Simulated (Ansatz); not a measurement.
Read the following structure.

```
Mo
1.0
     2.94067    0.00000    0.00000
    -1.47034    2.54670    0.00000
     0.00000    0.00000    2.55518
Mo
1
Cartesian
  0.0000 0.0000 0.0000
```

Give a crystallographic description of this input.

The element is molybdenum. Space group: P6/mmm (No. 191). Lattice: primitive hexagonal. The structure is of the kind named simple hexagonal. The cell holds one atom. Each Mo has two Mo in a linear arrangement at 2.56 Å. Not all metal-metal contacts are counted. The bonds build Mo chains along [001].

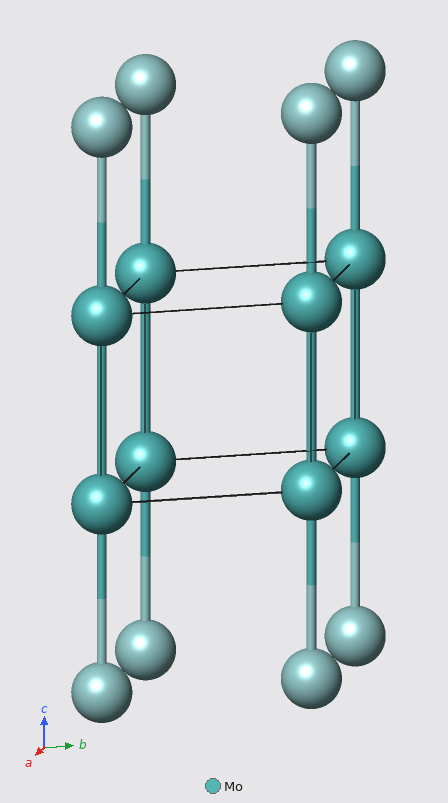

The figure gives a ball-and-stick picture of the atoms, viewed slightly off an axis. One conventional unit cell is framed, with atoms on its boundary repeated. Atoms just outside the outline that bond to atoms inside are added, in fainter colours.

The cell started as a structure listed in the Materials Project. The cell was then strained or its atoms displaced on purpose. It was run through Ansatz as a DFT input.

At this level of theory the cell isn't at rest (stretched, at -23 GPa), so its distances can differ from those at equilibrium, the more so the softer the solid.
